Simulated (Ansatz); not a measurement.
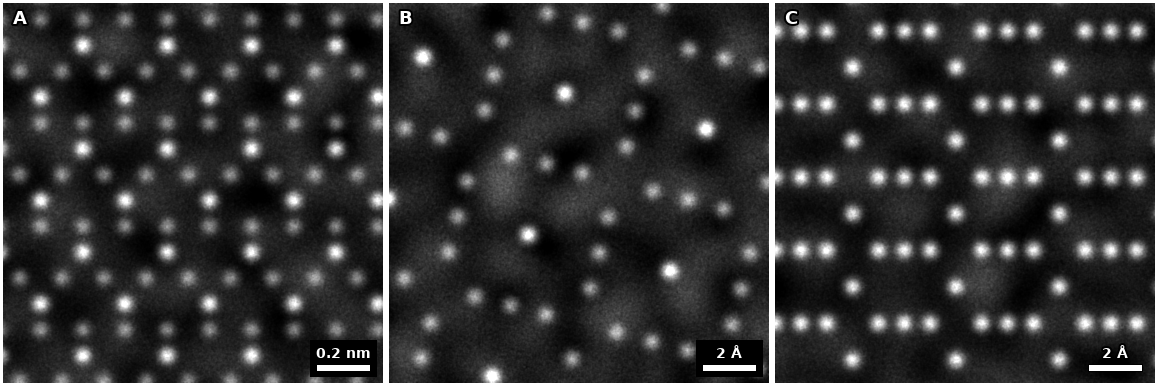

Three views of Cd (Pm-3n, No. 223) along different zone axes. Simulation: incoherent imaging, intensity Z^1.7 per atom, probe width 0.50 Å, thin sample. Shot noise and the speckle of an amorphous layer were added. Atomic positions: a calculation's starting geometry; the starting structure was generated, so it need not be a known form of this composition.

```
Cd
1.0
     5.70634    0.00000    0.00000
     0.00000    5.70634    0.00000
     0.00000    0.00000    5.70634
Cd
8
Direct
  0.00000 0.00000 0.00000
  0.50000 0.50000 0.50000
  0.25000 0.00000 0.50000
  0.75000 0.00000 0.50000
  0.50000 0.25000 0.00000
  0.50000 0.75000 0.00000
  0.00000 0.50000 0.25000
  0.00000 0.50000 0.75000
```

Q: Match the panels to the zone axes [001], [110] and [211].

A is [211]: projected cell 3.29 × 4.03 Å, 90°, plane group p2mg. B is [001]: projected cell 5.71 × 5.71 Å, 90°, plane group p4mm. C is [110]: projected cell 2.85 × 4.03 Å, 90°, plane group p2mm.
